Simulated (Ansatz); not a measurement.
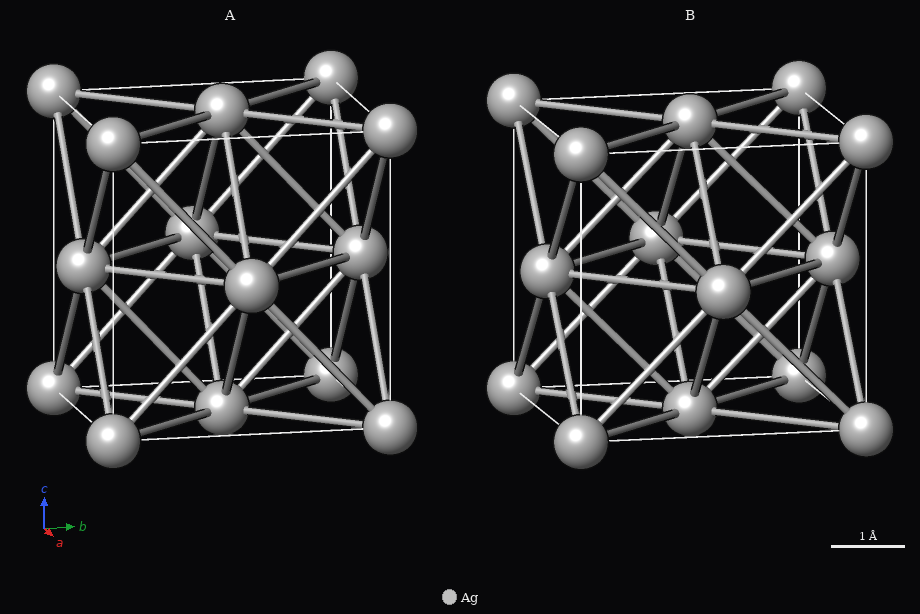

Two geometries of solid Ag (set up in Fm-3m): one is the relaxed structure, the other was perturbed away from it. Style: ball-and-stick. Shown: the conventional cell (2 times the calculation's cell), slightly off an axis. Lengths and directions refer to the drawn axes.

Method: DFT PBEsol, scalar-relativistic, plane waves, PAW in Ansatz. Settings: plane-wave cutoff 420 eV; k-point mesh 18 × 18 × 14; occupations gaussian; smearing width 0.1 eV; no spin polarisation.

Question: Which is the distorted one, and what does the distortion cost?

Answer: Structure A is the perturbed one. Uniaxial strain along a, −4.5 %, is applied. The b and c axes and the atoms are relaxed. It costs 15.3 meV per atom. The pressure goes from 0.0 to 2.2 GPa. The principal stresses (compression positive) are 6.6 GPa along [1 1 0] and none across it. Both are metals. The drawn cell changes as follows: a = b 4.054 → 3.962 Å (−2.3 %), c 4.054 → 4.186 Å (+3.3 %), γ 90.0° → 92.6°; the volume changes by −1.5 %. The atoms keep their places relative to the cell (all moves are under 0.005 Å). Among the bonded contacts that change: Ag–Ag 2.867 → 2.738 to 2.882 Å. The space group (tolerance 0.01 Å) goes from Fm-3m (No. 225) to Immm (No. 71).
